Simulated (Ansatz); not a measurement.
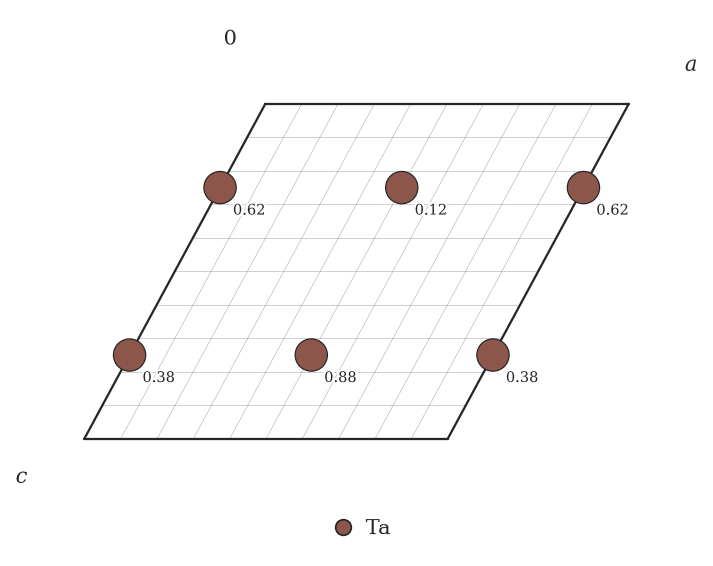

Plan of a unit cell projected along b (c down the page, a across); the numbers are heights as fractions of b, and atoms on the cell's edges are repeated. The grid marks tenths of c and a. Source: coordinates from a relaxation with DFT, LDA (PW92), plane waves (420 eV) with PAW, scalar-relativistic in Ansatz; the starting structure was generated, so it need not be a known form of this composition. The drawing is computed from the coordinates (standard cell, symmetry found to 0.002 Å).

a = 2.798 Å, b = 9.734 Å, c = 2.931 Å, α = 90.00°, β = 118.38°, γ = 90.00°.

What does the cell contain?

4 Ta: Ta, Z = 4.

Give the fractional coordinates of all atoms, to two places.

```tsv
atom	x	y	z
Ta	0.00	0.38	0.75
Ta	0.00	0.62	0.25
Ta	0.50	0.88	0.75
Ta	0.50	0.12	0.25
```
